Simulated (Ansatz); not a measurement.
# TaN: single-point calculation (part 2 of 3)

TaN (2 atoms in the cell); DFT r2SCAN+U, scalar-relativistic, plane waves, PAW, Ueff = 3 eV on Ta atom 1 d, spin-polarised (Ansatz 0.2.0); cutoff 500 eV, 7×7×7 k-mesh, Gaussian smearing of 0.05 eV, collinear spins. The structure derives from an entry of the Crystallography Open Database. It belongs to a series of runs on one base structure; here: random orbitals: harmonics, high filling.

Geometry of the input (Å; fractional positions):
```
2.9380  0.0000  0.0000
-1.4690  2.5444  0.0000
0.0000  0.0000  2.8830
Ta 0.3333  0.6667  0.5000
N  0.0000  0.0000  0.0000
```

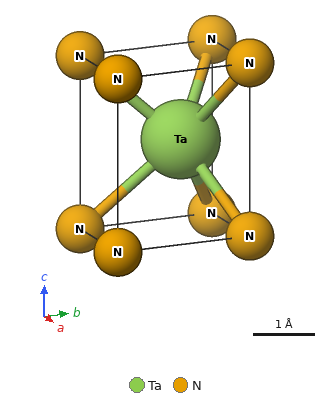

Fig. 1: The input geometry (ball-and-stick view of the cell of the calculation, seen slightly off an axis).

**Output, continued**
```
SCF iter   1: F=—  HF=-10325.099440 eV  |F-HF|=—  |Δ(HF+E_count)|=         —  Δρ=8.11e-2 (↑8.11e-2 ↓8.11e-2)  dr2=6.84e-1  dr2_τ=1.48e-1  dr2_m=1.11e0  M=0.304 μB ∫|m|=0.632 μB  β_m=0.30  ethr=3.10e-3  ⟨swp⟩=6.0  Hψ=9289  notcnv=0
preconditioner: auto → none  [metal: Δε(μ)=0.006 eV  Ē_g=13.093 eV  σ=0.050 eV  W_gap=0.07  n_scr=8 (ndim 8)  ℏωp=25.3 eV  f_vac=0.000  D(μ)=0.98/eV (n_scr^D=8)  sad-step TF]
SCF iter   2: F=—  HF=-10325.569627 eV  |F-HF|=—  |Δ(HF+E_count)|=   4.70e-1  Δρ=5.92e-2 (↑5.86e-2 ↓5.92e-2)  dr2=3.30e-1  dr2_τ=1.15e-2  dr2_m=5.76e-1  M=0.251 μB ∫|m|=0.603 μB  β_m=0.30  ethr=3.10e-3  ⟨swp⟩=2.0  Hψ=3335  notcnv=0  defer=111  κ⁻¹=1.0e0(r=1)
SCF iter   3: F=—  HF=-10325.817167 eV  |F-HF|=—  |Δ(HF+E_count)|=   2.48e-1  Δρ=4.11e-2 (↑4.02e-2 ↓4.11e-2)  dr2=3.61e-2  dr2_τ=7.30e-3  dr2_m=3.08e-1  M=0.180 μB ∫|m|=0.560 μB  β_m=0.30  ethr=1.83e-3  ⟨swp⟩=2.1  Hψ=2818  notcnv=0  defer=112  κ⁻¹=1.1e-2(r=2)
SCF iter   4: F=—  HF=-10325.935965 eV  |F-HF|=—  |Δ(HF+E_count)|=   1.19e-1  Δρ=3.04e-2 (↑3.04e-2 ↓2.98e-2)  dr2=1.62e-2  dr2_τ=2.99e-3  dr2_m=1.75e-1  M=0.106 μB ∫|m|=0.512 μB  β_m=0.30  ethr=2.00e-4  ⟨swp⟩=2.8  Hψ=4092  notcnv=0  defer=119  κ⁻¹=1.2e-3(r=3)
SCF iter   5: F=—  HF=-10325.991978 eV  |F-HF|=—  |Δ(HF+E_count)|=   5.60e-2  Δρ=2.20e-2 (↑2.20e-2 ↓2.15e-2)  dr2=3.14e-3  dr2_τ=1.13e-3  dr2_m=9.24e-2  M=0.083 μB ∫|m|=0.501 μB  β_m=0.30  ethr=8.98e-5  ⟨swp⟩=2.6  Hψ=2744  notcnv=0  defer=119  κ⁻¹=1.5e-4(r=4)
SCF iter   6: F=—  HF=-10326.025238 eV  |F-HF|=—  |Δ(HF+E_count)|=   3.33e-2  Δρ=1.61e-2 (↑1.61e-2 ↓1.57e-2)  dr2=1.56e-3  dr2_τ=5.83e-4  dr2_m=4.96e-2  M=0.062 μB ∫|m|=0.489 μB  β_m=0.30  ethr=1.74e-5  ⟨swp⟩=2.4  Hψ=2675  notcnv=0  defer=119  κ⁻¹=5.7e-5(r=5)
SCF iter   7: F=—  HF=-10326.043221 eV  |F-HF|=—  |Δ(HF+E_count)|=   1.80e-2  Δρ=1.16e-2 (↑1.15e-2 ↓1.16e-2)  dr2=2.68e-5  dr2_τ=2.95e-4  dr2_m=2.62e-2  M=0.050 μB ∫|m|=0.484 μB  β_m=0.35  ethr=8.65e-6  ⟨swp⟩=2.1  Hψ=2493  notcnv=0  defer=119
Mixer restart at iter 7: flushing history
spin-set hold released at iteration 7 (site moments contracting): the magnetisation degrees of freedom join the quasi-Newton model from the next iteration; the mixer history was flushed
SCF iter   8: F=—  HF=-10326.055069 eV  |F-HF|=—  |Δ(HF+E_count)|=   1.18e-2  Δρ=7.71e-3 (↑7.71e-3 ↓7.70e-3)  dr2=1.28e-5  dr2_τ=1.18e-4  dr2_m=1.17e-2  M=0.047 μB ∫|m|=0.481 μB  β_m=1.20  ethr=1.49e-7  ⟨swp⟩=3.1  Hψ=3345  notcnv=0  defer=119  κ⁻¹=1.0e0(r=1)
SCF iter   9: F=—  HF=-10326.065132 eV  |F-HF|=—  |Δ(HF+E_count)|=   1.01e-2  Δρ=3.28e-4 (↑3.28e-4 ↓3.28e-4)  dr2=3.90e-6  dr2_τ=4.96e-6  dr2_m=1.96e-5  M=0.047 μB ∫|m|=0.477 μB  β_m=1.20  ethr=7.09e-8  ⟨swp⟩=3.8  Hψ=4665  notcnv=0  defer=119  κ⁻¹=5.1e-3(r=2)
SCF iter  10: F=—  HF=-10326.065190 eV  |F-HF|=—  |Δ(HF+E_count)|=   5.77e-5  Δρ=9.88e-5 (↑9.10e-5 ↓9.88e-5)  dr2=1.95e-6  dr2_τ=1.96e-7  dr2_m=9.31e-7  M=0.047 μB ∫|m|=0.477 μB  β_m=1.20  ethr=2.17e-8  ⟨swp⟩=2.3  Hψ=3296  notcnv=0  defer=118  κ⁻¹=8.6e-4(r=3)
SCF iter  11: F=—  HF=-10326.065216 eV  |F-HF|=—  |Δ(HF+E_count)|=   2.60e-5  Δρ=4.57e-5 (↑4.40e-5 ↓4.57e-5)  dr2=7.11e-7  dr2_τ=1.83e-8  dr2_m=5.06e-8  M=0.047 μB ∫|m|=0.476 μB  β_m=1.20  ethr=1.08e-8  ⟨swp⟩=2.0  Hψ=2757  notcnv=0  defer=118  κ⁻¹=3.4e-5(r=4)
SCF iter  12: F=—  HF=-10326.065235 eV  |F-HF|=—  |Δ(HF+E_count)|=   1.88e-5  Δρ=1.94e-5 (↑1.94e-5 ↓1.77e-5)  dr2=1.04e-7  dr2_τ=1.98e-9  dr2_m=6.74e-9  M=0.047 μB ∫|m|=0.476 μB  β_m=1.20  ethr=3.95e-9  ⟨swp⟩=2.0  Hψ=2827  notcnv=0  defer=118  κ⁻¹=7.0e-6(r=5)
SCF iter  13: F=—  HF=-10326.065240 eV  |F-HF|=—  |Δ(HF+E_count)|=   5.19e-6  Δρ=6.74e-6 (↑6.22e-6 ↓6.74e-6)  dr2=1.17e-8  dr2_τ=3.79e-10  dr2_m=1.02e-9  M=0.047 μB ∫|m|=0.476 μB  β_m=1.20  ethr=5.56e-10  ⟨swp⟩=13.9  Hψ=13595  notcnv=0  κ⁻¹=5.4e-8(r=6)
Mixer restart at iter 13: flushing history
SCF iter  14: F=-10328.035732 eV  HF=-10326.065240 eV  |F-HF|=1.97e0  |Δ(HF+E_count)|=         —  Δρ=6.74e-6 (↑6.22e-6 ↓6.74e-6)  dr2=1.17e-8  dr2_τ=3.79e-10  dr2_m=1.02e-9  M=0.047 μB ∫|m|=0.476 μB  β_m=1.20  ethr=6.53e-11  ⟨swp⟩=1.0  Hψ=1673  notcnv=0
SCF iter  15: F=-10328.168669 eV  HF=-10327.092863 eV  |F-HF|=1.08e0  |Δ(HF+E_count)|=    1.03e0  Δρ=3.64e-3 (↑3.64e-3 ↓3.37e-3)  dr2=2.67e-3  dr2_τ=1.83e-4  dr2_m=1.46e-3  M=0.047 μB ∫|m|=0.406 μB  β_m=1.20  ethr=6.53e-11  ⟨swp⟩=16.6  Hψ=18535  notcnv=0  κ⁻¹=1.0e0(r=1)
SCF iter  16: F=-10328.393928 eV  HF=-10328.368921 eV  |F-HF|=2.50e-2  |Δ(HF+E_count)|=    1.28e0  Δρ=7.30e-3 (↑7.30e-3 ↓5.18e-3)  dr2=1.08e-2  dr2_τ=4.77e-4  dr2_m=1.53e-3  M=0.000 μB ∫|m|=0.121 μB  β_m=0.30  ethr=6.53e-11  ⟨swp⟩=6.4  Hψ=8598  notcnv=0  defer=105  κ⁻¹=3.8e-3(r=2)
SCF iter  17: F=-10328.403460 eV  HF=-10328.388860 eV  |F-HF|=1.46e-2  |Δ(HF+E_count)|=   1.99e-2  Δρ=5.49e-3 (↑5.49e-3 ↓3.74e-3)  dr2=5.69e-3  dr2_τ=4.37e-5  dr2_m=7.66e-4  M=-0.002 μB ∫|m|=0.083 μB  β_m=0.30  ethr=6.53e-11  ⟨swp⟩=6.0  Hψ=6730  notcnv=0  defer=124  κ⁻¹=1.5e-3(r=3)
SCF iter  18: F=-10328.409705 eV  HF=-10328.408398 eV  |F-HF|=1.31e-3  |Δ(HF+E_count)|=   1.95e-2  Δρ=1.85e-3 (↑1.85e-3 ↓9.27e-4)  dr2=3.66e-4  dr2_τ=9.60e-6  dr2_m=2.37e-4  M=-0.002 μB ∫|m|=0.044 μB  β_m=0.61  ethr=6.53e-11  ⟨swp⟩=6.6  Hψ=7479  notcnv=0  defer=125  κ⁻¹=3.7e-4(r=4)
SCF iter  19: F=-10328.410468 eV  HF=-10328.410051 eV  |F-HF|=4.17e-4  |Δ(HF+E_count)|=   1.65e-3  Δρ=1.06e-3 (↑1.06e-3 ↓5.56e-4)  dr2=1.84e-4  dr2_τ=2.31e-6  dr2_m=7.39e-5  M=-0.002 μB ∫|m|=0.032 μB  β_m=0.30  ethr=6.53e-11  ⟨swp⟩=5.7  Hψ=5802  notcnv=0  defer=124  κ⁻¹=1.2e-4(r=5)
SCF iter  20: F=-10328.410901 eV  HF=-10328.410762 eV  |F-HF|=1.40e-4  |Δ(HF+E_count)|=   7.11e-4  Δρ=4.23e-4 (↑3.51e-4 ↓4.23e-4)  dr2=1.05e-5  dr2_τ=8.50e-7  dr2_m=2.44e-5  M=-0.001 μB ∫|m|=0.021 μB  β_m=0.35  ethr=6.53e-11  ⟨swp⟩=5.9  Hψ=5753  notcnv=0  defer=124  κ⁻¹=1.6e-5(r=6)
SCF iter  21: F=-10328.411016 eV  HF=-10328.410951 eV  |F-HF|=6.53e-5  |Δ(HF+E_count)|=   1.89e-4  Δρ=2.99e-4 (↑1.96e-4 ↓2.99e-4)  dr2=5.54e-6  dr2_τ=1.53e-7  dr2_m=9.34e-6  M=-0.001 μB ∫|m|=0.015 μB  β_m=0.30  ethr=6.53e-11  ⟨swp⟩=5.1  Hψ=5124  notcnv=0  defer=123  κ⁻¹=6.0e-6(r=7)
SCF iter  22: F=-10328.411076 eV  HF=-10328.411062 eV  |F-HF|=1.44e-5  |Δ(HF+E_count)|=   1.10e-4  Δρ=1.61e-4 (↑1.37e-4 ↓1.61e-4)  dr2=1.26e-6  dr2_τ=8.85e-8  dr2_m=3.79e-6  M=-0.000 μB ∫|m|=0.010 μB  β_m=0.37  ethr=6.53e-11  ⟨swp⟩=4.6  Hψ=4744  notcnv=0  defer=123  κ⁻¹=7.0e-7(r=8)
SCF iter  23: F=-10328.411090 eV  HF=-10328.411084 eV  |F-HF|=6.18e-6  |Δ(HF+E_count)|=   2.26e-5  Δρ=1.05e-4 (↑8.23e-5 ↓1.05e-4)  dr2=2.34e-7  dr2_τ=3.11e-8  dr2_m=1.67e-6  M=-0.000 μB ∫|m|=0.008 μB  β_m=0.30  ethr=6.53e-11  ⟨swp⟩=4.1  Hψ=4418  notcnv=0  defer=123  κ⁻¹=2.7e-7(r=8)
SCF iter  24: F=-10328.411101 eV  HF=-10328.411097 eV  |F-HF|=3.64e-6  |Δ(HF+E_count)|=   1.30e-5  Δρ=8.30e-5 (↑6.57e-5 ↓8.30e-5)  dr2=7.83e-8  dr2_τ=1.43e-8  dr2_m=1.06e-6  M=0.000 μB ∫|m|=0.006 μB  β_m=0.30  ethr=6.53e-11  ⟨swp⟩=10.8  Hψ=13227  notcnv=0  κ⁻¹=7.0e-6(r=8)
SCF iter  25: F=-10328.411108 eV  HF=-10328.411107 eV  |F-HF|=1.61e-6  |Δ(HF+E_count)|=   9.77e-6  Δρ=6.01e-5 (↑3.36e-5 ↓6.01e-5)  dr2=6.90e-8  dr2_τ=4.67e-9  dr2_m=4.19e-7  M=0.000 μB ∫|m|=0.004 μB  β_m=0.41  ethr=6.53e-11  ⟨swp⟩=11.9  Hψ=13729  notcnv=0  κ⁻¹=3.0e-6(r=8)
SCF iter  26: F=-10328.411112 eV  HF=-10328.411111 eV  |F-HF|=6.08e-7  |Δ(HF+E_count)|=   4.53e-6  Δρ=3.28e-5 (↑1.77e-5 ↓3.28e-5)  dr2=4.12e-8  dr2_τ=1.53e-9  dr2_m=1.09e-7  M=0.000 μB ∫|m|=0.003 μB  β_m=1.20  ethr=6.53e-11  ⟨swp⟩=11.6  Hψ=13390  notcnv=0  κ⁻¹=1.1e-4(r=8)
SCF iter  27: F=-10328.411113 eV  HF=-10328.411113 eV  |F-HF|=2.89e-7  |Δ(HF+E_count)|=   1.53e-6  Δρ=1.37e-5 (↑7.09e-6 ↓1.37e-5)  dr2=1.05e-8  dr2_τ=8.79e-10  dr2_m=1.74e-8  M=0.000 μB ∫|m|=0.002 μB  β_m=1.20  ethr=6.53e-11  ⟨swp⟩=10.0  Hψ=12677  notcnv=0  κ⁻¹=4.1e-5(r=8)
iter 28 did not close the SCF: its close was put off for a magnetic moment that had not settled (scf_convergence_deferred on its scf_iter line)
SCF iter  28: F=-10328.411114 eV  HF=-10328.411114 eV  |F-HF|=9.90e-8  |Δ(HF+E_count)|=   9.11e-7  Δρ=5.36e-6 (↑2.92e-6 ↓5.36e-6)  dr2=3.48e-9  dr2_τ=1.50e-10  dr2_m=1.35e-9  M=0.000 μB ∫|m|=0.001 μB  β_m=0.30  ethr=5.83e-11  ⟨swp⟩=10.0  Hψ=12739  notcnv=0  κ⁻¹=1.3e-4(r=8)
iter 29 did not close the SCF: its close was put off for a magnetic moment that had not settled (scf_convergence_deferred on its scf_iter line)
SCF iter  29: F=-10328.411114 eV  HF=-10328.411114 eV  |F-HF|=1.39e-8  |Δ(HF+E_count)|=   2.37e-7  Δρ=4.41e-6 (↑4.41e-6 ↓3.68e-6)  dr2=2.62e-9  dr2_τ=1.47e-10  dr2_m=2.22e-9  M=0.000 μB ∫|m|=0.000 μB  β_m=1.20  ethr=1.93e-11  ⟨swp⟩=6.5  Hψ=11432  notcnv=0  κ⁻¹=4.4e-5(r=8)
iter 30 did not close the SCF: its close was put off for a magnetic moment that had not settled (scf_convergence_deferred on its scf_iter line)
SCF iter  30: F=-10328.411114 eV  HF=-10328.411114 eV  |F-HF|=2.29e-9  |Δ(HF+E_count)|=   1.58e-8  Δρ=1.42e-6 (↑9.39e-7 ↓1.42e-6)  dr2=3.87e-10  dr2_τ=2.09e-11  dr2_m=8.04e-11  M=0.000 μB ∫|m|=0.000 μB  β_m=0.80  ethr=1.45e-11  ⟨swp⟩=5.5  Hψ=9526  notcnv=0  κ⁻¹=2.0e-4(r=8)
iter 31 did not close the SCF: its close was put off for a magnetic moment that had not settled (scf_convergence_deferred on its scf_iter line)
SCF iter  31: F=-10328.411114 eV  HF=-10328.411114 eV  |F-HF|=6.89e-10  |Δ(HF+E_count)|=   2.93e-9  Δρ=9.06e-7 (↑5.60e-7 ↓9.06e-7)  dr2=7.82e-11  dr2_τ=3.59e-12  dr2_m=6.85e-11  M=0.000 μB ∫|m|=0.000 μB  β_m=1.12  ethr=2.15e-12  ⟨swp⟩=5.0  Hψ=8688  notcnv=0  κ⁻¹=1.4e-4(r=8)
SCF iter  32: F=-10328.411114 eV  HF=-10328.411114 eV  |F-HF|=1.07e-10  |Δ(HF+E_count)|=   1.33e-9  Δρ=2.47e-7 (↑1.65e-7 ↓2.47e-7)  dr2=7.09e-12  dr2_τ=4.33e-13  dr2_m=4.55e-12  M=0.000 μB ∫|m|=0.000 μB  ethr=1.00e-12  ⟨swp⟩=4.7  Hψ=8432  notcnv=0
WARN: the starting moments were not kept: the SCF closed with an absolute magnetisation of 1.4e-5 μB, where they sum to 2 μB in size (1 site). That is at most 0.1 of that sum. Measured as dr2_m measures the in/out step, that magnetisation stands 4.5e-11 eV from none, at or under the dr2_threshold of 1.0e-7 eV: it is no larger than a step whose dr2_m would equal this threshold. The system may hold no moment; this SCF shows only that its start led to no more than that. To try another start: raise the starting moments (crystal.atoms[].spin, magnetization.per_species, magnetization.initial_magnetization, or on a non-collinear deck that types none of these the spinor_matrix: blocks that start its atoms; where the total moment is fixed, keep their sum and leave initial_magnetization as it is; typed ones take the place of any that the run laid by itself, positive ones on a crystal's lanthanoids without a Hubbard term where scf.initial_density.shell_occupations: [] is typed) or, if the notice of its spin-set hold's release reads "site moments contracting" or "site moments show no strong build", lengthen the hold (scf.mixing.spin_hold: { on: { confirm: 4 } }; for m-r²SCAN on two components see the key's manual first). Each may lead to a state that holds a moment. A second SCF, from the converged charge density, with the starting moments and any scf.initial_density.shell_occupations laid on it anew, would have followed, and was not run: the deck does not ask for one (magnetization.retry_lost_moments is false, the default). To let it run, set magnetization.retry_lost_moments: true and run the deck again, where that key's refused combinations let it; where memory then withholds it, that run's warning says so.
WARN: hamiltonian.hubbard: on 1 of 2 specified blocks the occupation matrix of this SCF's result fails the test of the specified filling. At site 0 ↑ (sites count from 0 in the list of atoms of the cell that this SCF solves) the least filled combination of the orbitals specified full has occupation 0.261, and the fullest combination of the orbitals specified empty has occupation 0.491; the filling counts as kept where the first is at least 0.75 and exceeds the second by more than 0.25. The state of this SCF's result may not hold the specified filling, though these bounds can also misjudge a state that does. This warning does not say which state is lower in energy, or whether the specified filling is a self-consistent state at all; see hamiltonian.hubbard.sites[].starting_ns, Limitations, and scf.initial_density.shell_occupations in the input reference
SCF 1 converged in 32 iterations: F = -10328.411114 eV  dr2 = 7.09e-12
  greatest PAW one-centre occupation: 0.998 electrons in one spin orbital (limit 2), on the Ta atom at site 0 (counted from 0), in its partial waves of l = 0
```
